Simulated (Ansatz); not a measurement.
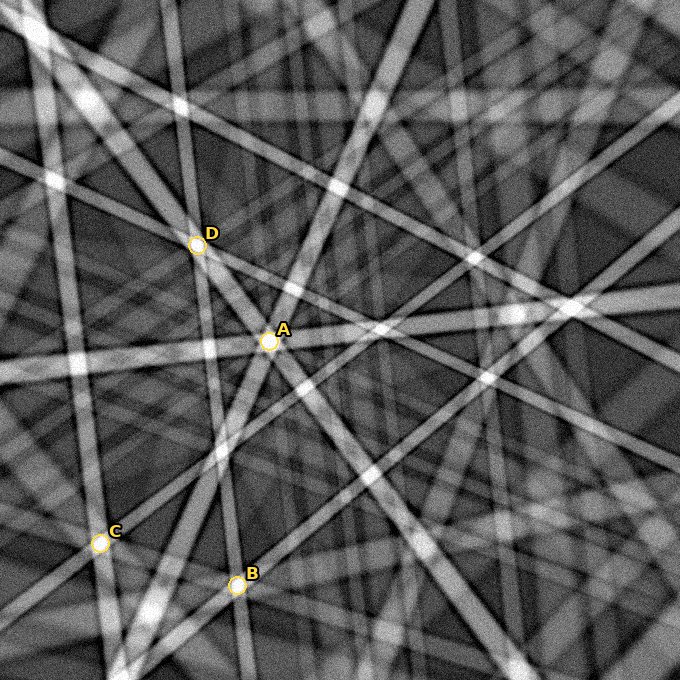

Simulated Kikuchi (electron backscatter) pattern at 30 kV: kinematic bands of width 2θ(Bragg) in gnomonic projection, seen from the camera side; the frame spans ±42° from its centre. Crystal: SiC, space group P3m1 (No. 156), a = 3.09 Å, c = 17.73 Å (hexagonal axes). Structure: the geometry relaxed with Ansatz, DFT PBE, scalar-relativistic, plane waves, PAW; the starting structure was generated, so it need not be a known form of this composition.

```
Si C
1.0
     3.09381    0.00000    0.00000
    -1.54691    2.67932    0.00000
     0.00000    0.00000   17.73297
Si C
7 7
Cartesian
  0.0000 0.0000 17.7324
  0.0000 1.7862 2.5318
  1.5469 0.8931 5.0648
  0.0000 1.7862 7.6014
  1.5469 0.8931 10.1340
  0.0000 0.0000 12.6627
  0.0000 1.7862 15.1958
  0.0000 0.0000 1.9043
  0.0000 1.7862 4.4310
  1.5469 0.8931 6.9694
  0.0000 1.7862 9.5062
  1.5469 0.8931 12.0336
  0.0000 0.0000 14.5625
  0.0000 1.7862 17.1005
```

Pole A is [001] and pole B is [3-11].

Index the poles C and D.

C is [1-31], 32.2° from A and 17.0° from B. D is [-2-11], 16.8° from A and 45.6° from B.

Which band joins A and D, and how wide is it?

It comes from the planes common to both zones. The strongest order is 1 -2 0 with d = 1.547 Å, so the band is 2θ = 2.6° wide (λ = 0.0698 Å).
